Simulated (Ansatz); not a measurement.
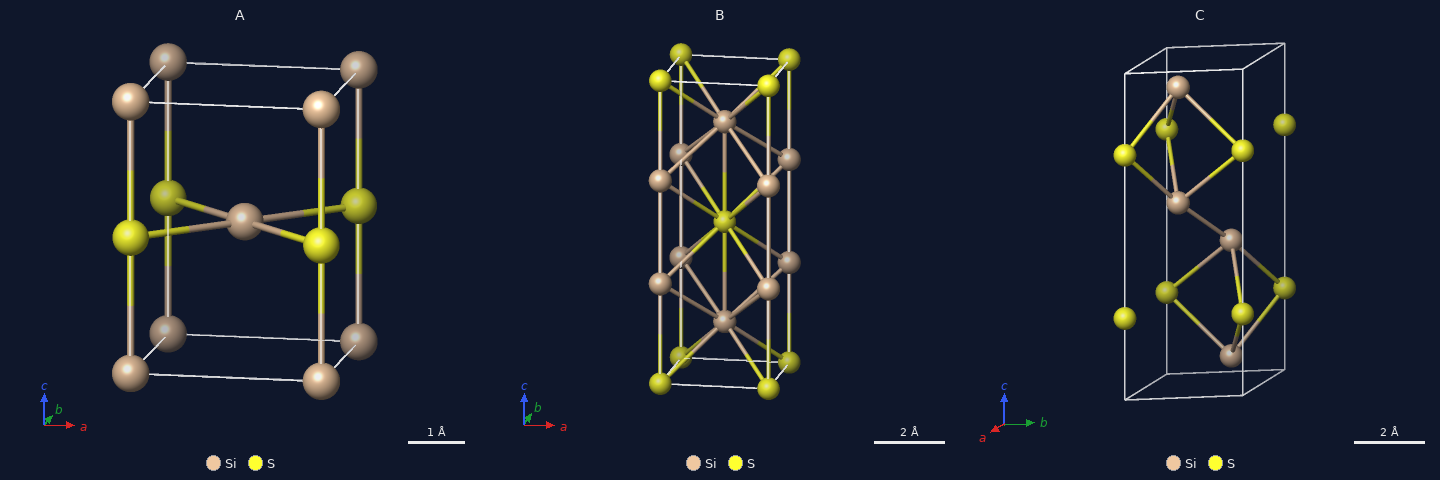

Three structures of Si2S, each relaxed to rest (conventional cells in solid outline, small ones repeated, each panel with its own scale). Method: DFT PBE, scalar-relativistic, plane waves, PAW (Ansatz), without spin polarisation.

Question: Name the structure in each panel.

Answer: A: 3 atoms a cell on a primitive tetragonal lattice, P4/mmm; B: 6 atoms a cell on a body-centred tetragonal lattice, I4/mmm; C: 6 atoms a cell on a primitive hexagonal lattice, P6_3/mmc.

Question: Rank them by energy, lowest first.

Answer: C, then B (+225 meV/atom) and A (+469 meV/atom), energies at zero smearing.

Question: Collect the results in a table.

Answer:
| panel | structure | E − E(lowest) (meV/atom) | volume (Å³/atom) | gap (eV) |
| --- | --- | --- | --- | --- |
| C | P6_3/mmc | 0 | 16.3 | metal |
| B | I4/mmm | 225 | 15.4 | metal |
| A | P4/mmm | 469 | 20.2 | metal |

Some of these may be structure types tried for this composition rather than known phases, and the most stable form need not be among them. Gaps are taken on the k-mesh or band path of each run.
